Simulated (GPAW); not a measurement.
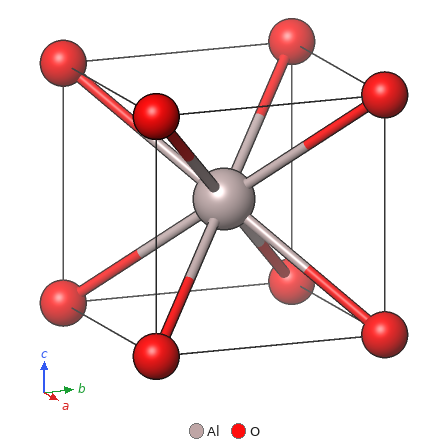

System: AlO, space group Pm-3m (No. 221) (cell built by us, not taken from a database). The picture shows the conventional cell.

The given structure:
```
Al O
1.0
     2.76919    0.00000    0.00000
     0.00000    2.76919    0.00000
     0.00000    0.00000    2.76919
Al O
1 1
Cartesian
  1.3846 1.3846 1.3846
  0.0000 0.0000 0.0000
```

Method: PAW DFT in plane waves, on a grid or in atomic orbitals, no spin polarisation; energies at scaled volumes of the given cell, shape and fractions fixed, counted from the fit's minimum, third-order Birch-Murnaghan fit (GPAW 26.7.0). Level: LDA.

- k mesh: 10×10×10
- occupations: Fermi–Dirac
- smearing width: 0.05 eV
- potentials: PAW data sets made by gpaw setup for the functional
- wave cutoff: 800 eV
- program settings: basis pw

Predict the energy and pressure against volume. The volume takes the values 9.98, 10.19, 10.41, 10.62, 10.83, 11.04, 11.25 Å³/atom.

A third-order Birch–Murnaghan fit gives V0 = 10.00 Å³/atom, B0 = 148 GPa and B′ = 3.7. The energy rises from 0.02 meV/atom at volume 9.98 Å³/atom to 60.31 meV/atom at 11.25 Å³/atom. The pressure falls from 0.13 GPa at volume 9.98 Å³/atom to −14.18 GPa at 11.25 Å³/atom, and changes sign near 9.99 Å³/atom.

| volume (Å³/atom) | energy (meV/atom) | pressure (GPa) |
| --- | --- | --- |
| 9.98 | 0.02 | 0.13 |
| 10.19 | 1.65 | −2.88 |
| 10.41 | 7.09 | −5.60 |
| 10.62 | 15.99 | −8.07 |
| 10.83 | 28.02 | −10.32 |
| 11.04 | 42.88 | −12.35 |
| 11.25 | 60.31 | −14.18 |

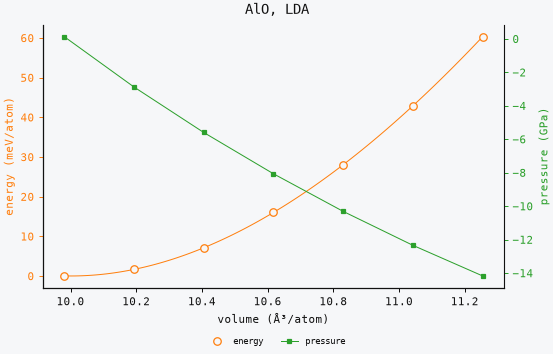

Limits of the calculation: the minimum lies near the end of the range.
